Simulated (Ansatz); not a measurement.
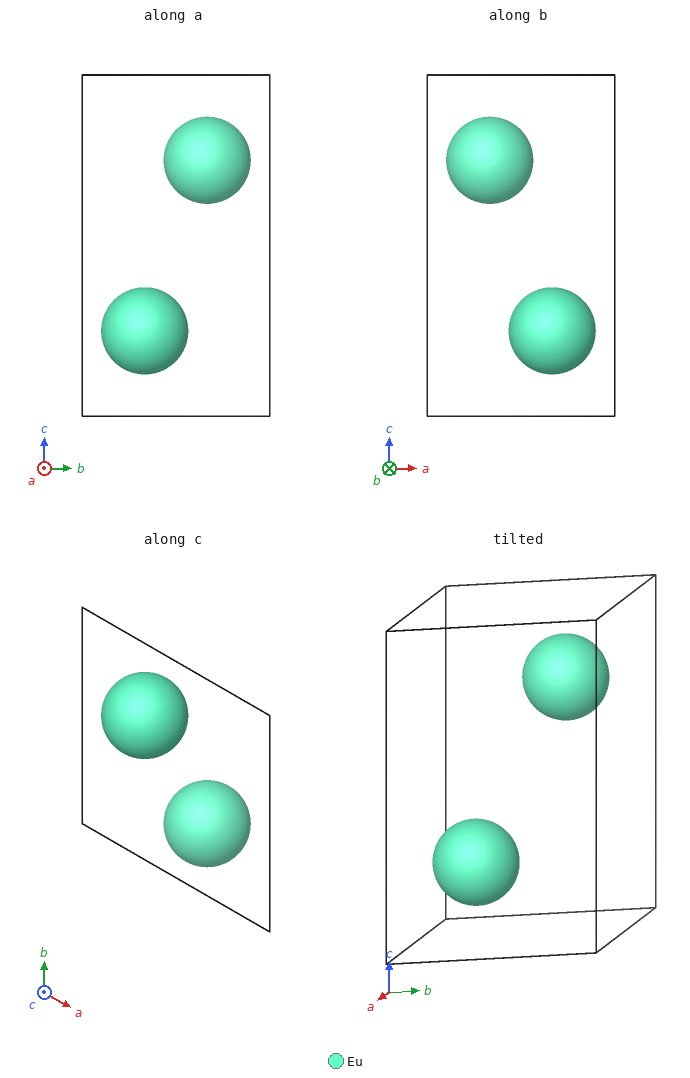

This spheres-only model is shown along the a axis, along the b axis, along the c axis and slightly off an axis. The parallelepiped is the conventional unit cell.

Lattice parameters: a = 3.9816 Å, b = 3.9816 Å, c = 6.2778 Å, α = 90.000°, β = 90.000°, γ = 120.000°.

> From the views, write a CIF in P1 with every atom of the cell.

```cif
data_structure
_symmetry_space_group_name_H-M 'P 1'
_symmetry_Int_Tables_number 1
_cell_length_a 3.9816
_cell_length_b 3.9816
_cell_length_c 6.2778
_cell_angle_alpha 90.000
_cell_angle_beta 90.000
_cell_angle_gamma 120.000
_cell_volume 86.19
loop_
_atom_site_label
_atom_site_type_symbol
_atom_site_fract_x
_atom_site_fract_y
_atom_site_fract_z
_atom_site_occupancy
Eu1 Eu 0.3333 0.6667 0.7500 1
Eu2 Eu 0.6667 0.3333 0.2500 1
```

The structure was taken from a structure type filled with this element by a generator (whether the element takes this form wasn't checked). Earlier steps of the study may have refined or changed the cell and positions. A calculation with Ansatz used it as input.
